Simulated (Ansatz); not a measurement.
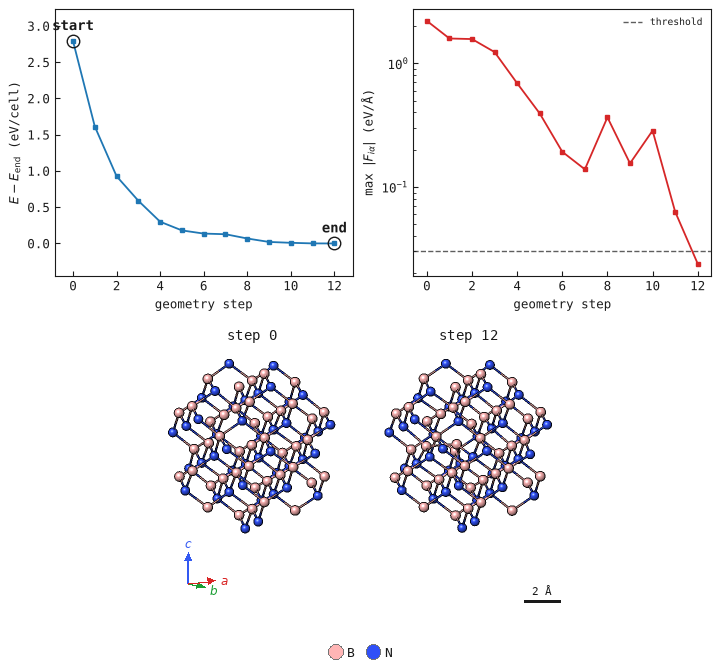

First and last geometry of a relaxation of a defect cell of composition B₃₂N₃₁ (cell charge −1), with the history of the run. The picture is a ball-and-stick view of the atoms within 5.0 Å of the atom that moves most (axes of the cell of the calculation (origin shifted)), seen from a free direction.

The atoms of the start lie slightly off their symmetric places, so part of the fall in energy undoes that.

The calculation used DFT, PBEsol, PAW, plane waves in Ansatz. (plane-wave cutoff 420 eV; k-point mesh 1 × 1 × 1; mesh shifted by (0.25, 0.25, 0.25); no spin polarisation; atoms relaxed in a fixed cell; force threshold 0.03 eV/Å; at most 80 steps)

Read the history and describe the run.

Answer. It converged. The largest move is that of a B atom, 0.65 Å along [−1 −1 0]. Largest moves by element: B 0.65 Å, N 0.15 Å. The cell stays as it was. Among the contacts that change: B–B 2.500 → 1.773 Å, B–N 1.542 → 2.249 Å, B–N 1.543 → 1.645 Å, B–N 1.586 → 1.490 Å. New bonds form, among them: B–B (2.50 → 1.77 Å). Bonds break, among them: B–N (1.54 → 2.25 Å). Among the angles between lasting bonds that change: B–N–B 109.1° → 125.0°, B–N–B 108.6° → 93.7°, B–N–B 110.4° → 125.0°. The energy falls by 2.791 eV per cell of the calculation in 12 geometry steps. The largest force component goes from 2.2 to 0.024 eV/Å.

Limits of the set-up: the periodic images lie only 7.2 Å apart, so the values are limited by the cell's size; the cell is charged, on a uniform background, and energies carry no finite-size correction.
